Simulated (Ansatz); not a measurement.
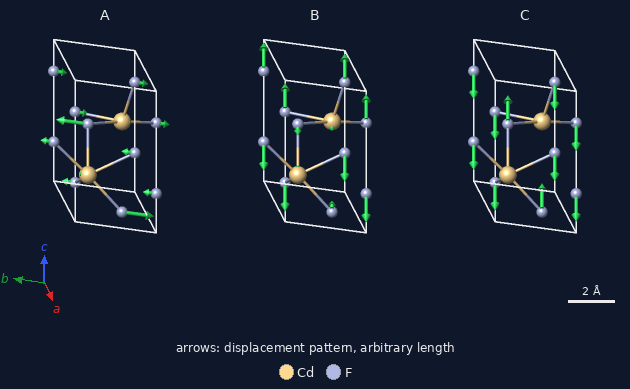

Modes of crystalline CdF₂ (a generated structure), space group P6₃mc (No. 186), at the zone centre (one member of each degenerate set). The green arrows give the relative displacements of the atoms. A ball-and-stick model of the cell of the calculation, seen from a free direction.

All numbers below come from DFT PBE+D3(BJ), scalar-relativistic, plane waves, PAW (Ansatz).

Frequencies are those without the non-analytic (LO–TO) term.

Question: Which are infrared-active and which Raman-active?

Answer: A is E₂, Raman-active by symmetry (230 cm⁻¹). B is B₁, silent by symmetry (neither infrared- nor Raman-active) (287 cm⁻¹). C is A₁, infrared- and Raman-active by symmetry (301 cm⁻¹).
